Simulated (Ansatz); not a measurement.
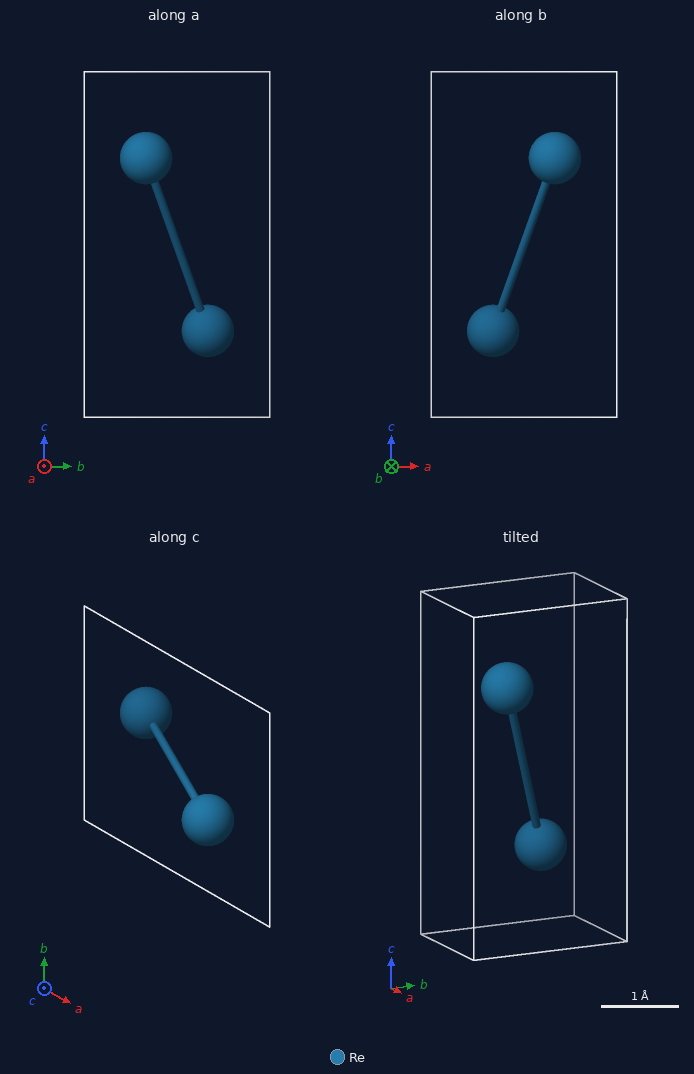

Crystal structure, ball-and-stick style, seen along the a axis, along the b axis, along the c axis and slightly off an axis. Thin lines show the conventional unit cell, with boundary atoms drawn in all their periodic places.

Lattice parameters: a = 2.788 Å, b = 2.788 Å, c = 4.499 Å, α = 90.00°, β = 90.00°, γ = 120.00°. Put a along x and b in the xy plane.

Q: Transcribe the picture into a POSCAR file.

A:
```
Re
1.0
     2.788    0.000    0.000
    -1.394    2.414    0.000
     0.000    0.000    4.499
Re
2
Direct
  0.6667 0.3333 0.7500
  0.3333 0.6667 0.2500
```

The starting point was a structure type filled with this element by a generator (whether the element takes this form wasn't checked). Earlier steps of the study may have refined or changed the cell and positions. An electronic-structure calculation with Ansatz was run on it.

At this level of theory the cell isn't at rest (stretched, at -14 GPa), so its distances can differ from those at equilibrium, the more so the softer the solid.
